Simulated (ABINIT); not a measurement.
## Run report: MgO₂, rpa calculation (part 3 of 3)

Continued. System: MgO₂ (R-3m, 3 atoms in the cell). Method: Kohn-Sham DFT of a periodic cell, PBEsol, PseudoDojo NC SR PBEsol v0.4.1 standard, RPA, no spin polarisation (ABINIT 10.8.3); cutoff 1034.03 eV, 4×4×4 k-mesh, fixed occupations. The structure derives from a Materials Project entry.

Geometry of the input (Å; fractional positions):
```
1.6048  0.9265  3.4940
-1.6048  0.9265  3.4940
0.0000  -1.8530  3.4940
Mg 0.0000  0.0000  0.0000
O  0.5712  0.5712  0.5712
O  0.4288  0.4288  0.4288
```

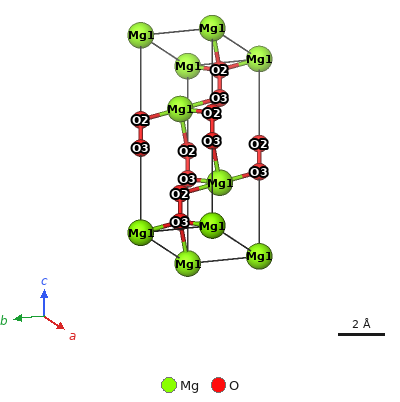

**Figure 1.** The structure as given in the input (ball-and-stick view of the cell 3 times as large as that of the calculation, set on its symmetry axes, seen at an oblique angle; atoms are numbered from 1 in the order of the input). An atom can appear more than once, as a periodic image.

Log, continued:
```
--------------------------------------------------------------------------------
  q-point number 11        q = ( 0.500000, 0.500000, 0.250000) [r.l.u.]
--------------------------------------------------------------------------------
  Average fulfillment of the sum rule on Im[epsilon] for q-point   11 :     82.55  [%]

--------------------------------------------------------------------------------
  q-point number 12        q = (-0.250000, 0.500000, 0.250000) [r.l.u.]
--------------------------------------------------------------------------------
  Average fulfillment of the sum rule on Im[epsilon] for q-point   12 :     81.43  [%]

--------------------------------------------------------------------------------
  q-point number 13        q = ( 0.500000, 0.500000, 0.500000) [r.l.u.]
--------------------------------------------------------------------------------
  Average fulfillment of the sum rule on Im[epsilon] for q-point   13 :     83.52  [%]

== END DATASET(S) ==============================================================
================================================================================

 -outvars: echo values of variables after computation  --------
            acell      7.4737570706E+00  7.4737570706E+00  7.4737570706E+00 Bohr
           etotal1    -9.2294420071E+01
           etotal3     0.0000000000E+00
            fcart1     5.7824115866E-19 -5.7824115866E-19 -0.0000000000E+00
                      -8.1814005828E-19  7.8555313540E-19 -6.3462429191E-03
                       2.3989889962E-19 -2.0731197674E-19  6.3462429191E-03
            fcart3     0.0000000000E+00  0.0000000000E+00  0.0000000000E+00
                       0.0000000000E+00  0.0000000000E+00  0.0000000000E+00
                       0.0000000000E+00  0.0000000000E+00  0.0000000000E+00
            rprim      4.0576095620E-01  2.3426619730E-01  8.8344631710E-01
                      -4.0576095620E-01  2.3426619730E-01  8.8344631710E-01
                       0.0000000000E+00 -4.6853239460E-01  8.8344631710E-01
           strten1     1.6141069229E-04  1.6141069123E-04  2.8175482238E-04
                       0.0000000000E+00  0.0000000000E+00  0.0000000000E+00
           strten3     0.0000000000E+00  0.0000000000E+00  0.0000000000E+00
                       0.0000000000E+00  0.0000000000E+00  0.0000000000E+00
           xangst      0.0000000000E+00  0.0000000000E+00  0.0000000000E+00
                       3.6765577441E-18  4.4940232685E-17  5.9874289432E+00
                       1.4913381891E-19  1.3610805646E-17  4.4945076746E+00
             xred      0.0000000000E+00  0.0000000000E+00  0.0000000000E+00
                       5.7121400000E-01  5.7121400000E-01  5.7121400000E-01
                       4.2878600000E-01  4.2878600000E-01  4.2878600000E-01
 Calculation completed.
```

Key numbers:

| quantity | value |
| --- | --- |
| outcome | converged |
| space group (tolerance 0.01 Å) | R-3m (166) |
| electrons treated | 22 |
| gap on the k-point mesh | 2.17 eV |
| wall time | 4.2 min (CPU time 17 min) |
| peak memory | 1 GiB |

Remarks:

Further notes kept with the run: Slow version without MPI-IO support. Processors send data to master. Points of doubt noted for this run: bands and screening cutoff small; k mesh coarse for many body; rpa lacks q0 head.
